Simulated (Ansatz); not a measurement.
Here is a crystal structure:

```
Co O
1.0
    -1.63642    2.83436    0.00000
    -3.27284    0.00000    0.00000
    -1.63642    0.94479    5.28007
Co O
2 2
Direct
  0.00000 0.00000 0.00000
  0.50000 0.50000 0.50000
  0.62397 0.62397 0.12809
  0.12397 0.12397 0.62809
```

### Summarise the structure in words.

The structure is one of CoO. Strictly the space group is R3m (No. 160, within 0.01 Å). It is a distorted form of a face-centred cubic structure, space group F-43m (No. 216) within 0.25 Å: zinc blende (sphalerite type). Cell content 2 Co, 2 O; Z = 2. Co is coordinated by four O in a tetrahedral arrangement at 1.96 to 2.01 Å. The O atoms are each bonded to four Co in a tetrahedral arrangement at 1.96 to 2.01 Å. The bonds build a three-dimensional framework.

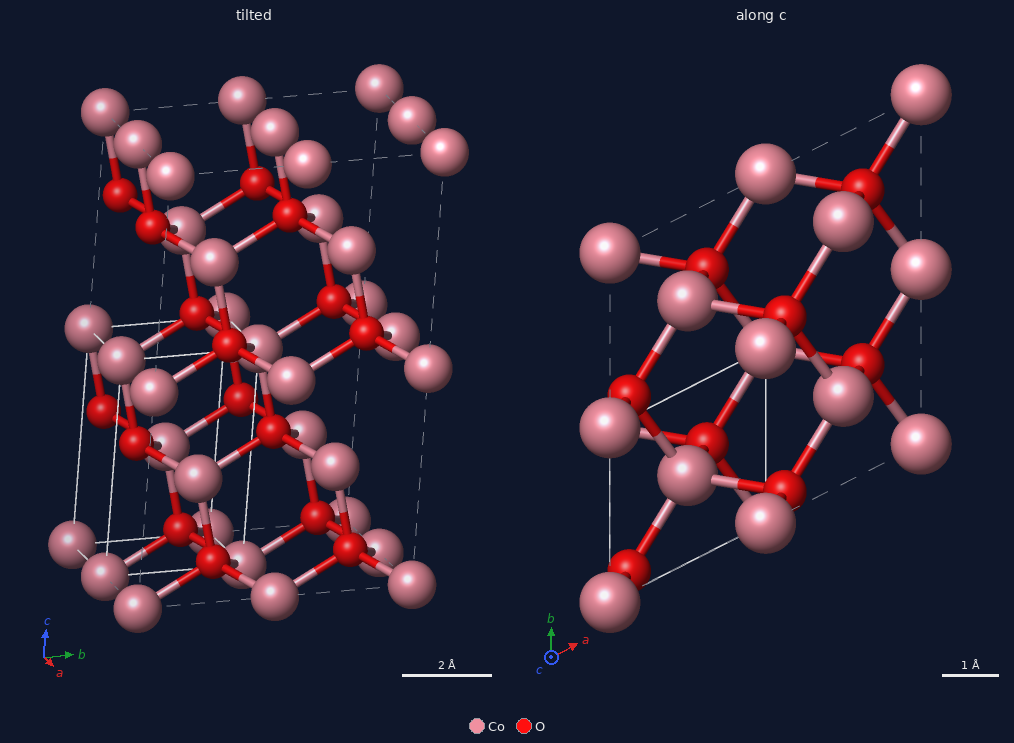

Crystal structure, ball-and-stick style, seen slightly off an axis and along the c axis. The picture spans 2×2×2 cells, one unit cell being drawn with solid lines. Colours: cobalt pink, oxygen red.

Starting structure: a structure listed in the Materials Project. The geometry comes from a coarse first relaxation with DFT PBE+U, scalar-relativistic, plane waves, PAW (Ansatz).
